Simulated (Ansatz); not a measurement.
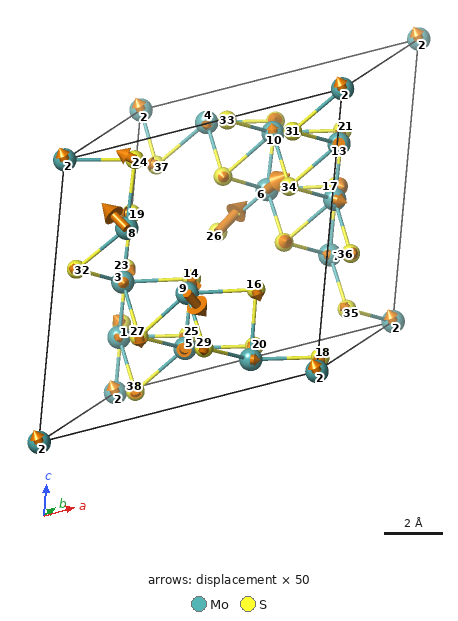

This is a relaxation of a defect cell of composition Mo₁₃S₂₅ (cell charge +1). The starting structure is drawn; orange arrows show the displacements, magnified 50 times.

Style: ball-and-stick. Shown: the cell of the calculation, slightly off an axis.

Case: S vacancy (site a), charge +1, atoms relaxed at the host's cell.

All numbers below come from DFT PBE, scalar-relativistic, plane waves, PAW (Ansatz). (plane-wave cutoff 420 eV; k-point mesh 2 × 2 × 2; occupations gaussian; smearing width 0.01 eV; mesh shifted by (0.5, 0.5, 0.5); collinear spin; atoms relaxed in a fixed cell; force threshold 0.025 eV/Å; at most 45 steps)

> Describe the change and its energy.

The atom that moves furthest is an S atom (0.035 Å along [1 1 1]). By element the largest moves are S 0.035 Å, Mo 0.028 Å. The lattice vectors keep their values. Among the contacts that change: Mo–S 2.441 → 2.431 Å, Mo–S 2.420 → 2.411 Å. The energy falls by 16.2 meV per cell of the calculation in 3 geometry steps. Largest force component: 0.21 eV/Å at the start, 0.0046 eV/Å at the end.

Limits of the set-up: the cell is charged, on a uniform background, and energies carry no finite-size correction.
